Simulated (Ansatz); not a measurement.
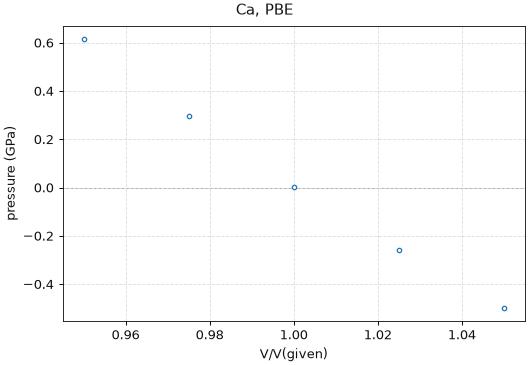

Calculation (Ansatz 0.2.0): periodic Kohn-Sham DFT of a crystal at fixed atoms, scaled to the stated factor times the given cell; pressure positive in compression. Level: PBE.

- method: frozen-core PAW
- relativity: scalar
- k mesh: 13×13×13
- occupations: Fermi–Dirac
- smearing width: 0.05 eV
- wave cutoff: 420 eV
- PAW set: soft_2

Cell as given: a = 3.520 Å, b = 3.520 Å, c = 3.520 Å, α = 90.00°, β = 90.00°, γ = 90.00°; 1 atom.

**Figure.** Pressure against V/V(given) for Ca, space group Pm-3m (No. 221).

V(given) is 43.62 Å³/atom.

The pressure falls from 0.615 GPa at V/V(given) 0.950 to −0.497 GPa at 1.050, and changes sign near 1.000. The volume at zero pressure from a fit of the pressures is 43.6 Å³/atom. The bulk modulus from that fit is 11.1 GPa.
